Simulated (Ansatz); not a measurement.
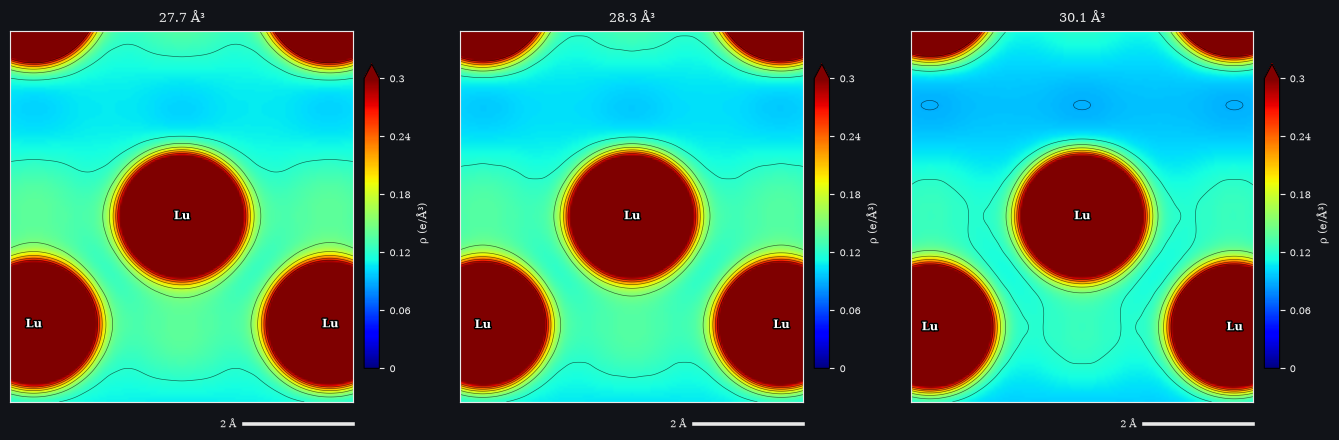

Lu. The valence electron density of cells scaled evenly to different volumes (given per atom above each panel), on the (110) plane of each (indices in the axes of the cell below), at one length scale and on one colour scale.

Computed with Kohn-Sham DFT of a periodic cell, PBE, Ansatz PAW in Ansatz 0.2.0.

The density is the valence pseudo-density of a PAW calculation; it isn't the true density close to the nuclei.

The largest cell:

```
Lu
1.0
     3.52630    0.00000    0.00000
    -1.76315    3.05387    0.00000
     0.00000    0.00000    5.58766
Lu
2
Direct
  0.66667 0.33333 0.75000
  0.33333 0.66667 0.25000
```

| volume (Å³/atom) | Lu–Lu contact in the plane (Å) | ρ at its midpoint (e/Å³) | pressure (GPa) | 
| --- | --- | --- | --- |
| 27.73 | 3.364 | 0.126 | 2.5 | 
| 28.32 | 3.388 | 0.123 | 1.4 | 
| 28.91 | 3.411 | ? | ? | 
| 30.09 | 3.457 | 0.114 | −1.4 | 

What values belong in the row with question marks?

Over the known rows ln ρ falls by 1.08 per Å of Lu–Lu distance (a least-squares line), which gives 0.120 e/Å³ at 3.411 Å; the calculation gives 0.120 e/Å³. For the pressure, a straight line in volume between the neighbouring rows gives 0.5 GPa; the calculation gives 0.4.
